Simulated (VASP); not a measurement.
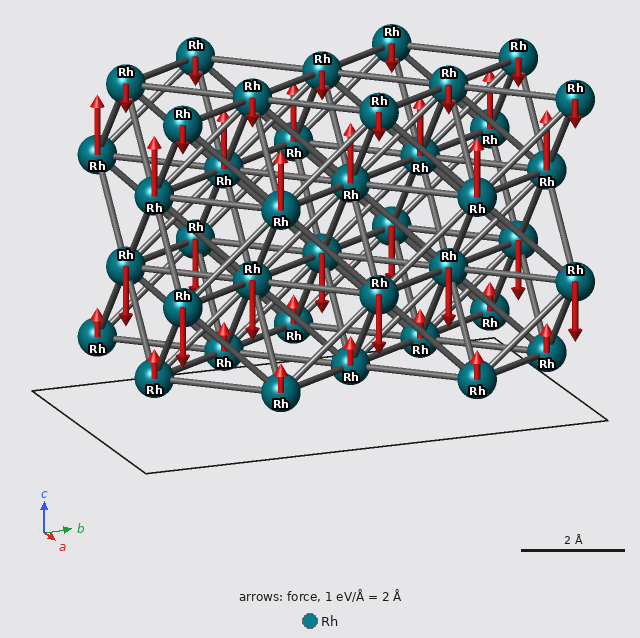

Starting geometry of a slab of composition Rh with the computed forces as red arrows. Style: ball-and-stick. Shown: the 2 × 1 repeat of the cell, outlined in the plane, without the vacuum, slightly off an axis.

The run lets the atoms move in a fixed cell.

Method: VASP, Kohn-Sham DFT of a periodic cell, PBE, VASP PAW PBE potentials, recommended.

Input
```
ALGO = Normal
DIPOL = 0.5 0.5 0.500
EDIFF = 1E-6
EDIFFG = -0.02
ENCUT = 520
GGA = PE
IBRION = 2
IDIPOL = 3
ISIF = 2
ISMEAR = 1
KPAR = 4
LASPH = True
LCHARG = False
LDIPOL = True
LREAL = False
LWAVE = False
NELM = 120
NSW = 90
PREC = Accurate
SIGMA = 0.1
```

Run as
```bash
cat potpaw_PBE.64/Rh_pv/POTCAR > POTCAR
mpirun -np 4 vasp_std > vasp.out
```

Q: Is this structure relaxed? If not, where do the atoms go?

A: It isn't relaxed: the largest force vector, on Rh atoms, is 0.60 eV/Å. The atoms end up moving mostly along the starting forces (cosine between the two patterns 1.00). The largest moves relative to the layer's centre, 0.036 Å, are those of Rh atoms. The cell stays as it was. Among the contacts that change: Rh–Rh 2.664 → 2.714 Å, Rh–Rh 2.719 → 2.769 Å, Rh–Rh 2.664 → 2.624 Å, Rh–Rh 2.719 → 2.680 Å. Over 5 geometry steps the energy falls by 0.140 eV per cell of the calculation. Largest force component: 0.6 eV/Å at the start, 0.018 eV/Å at the end.
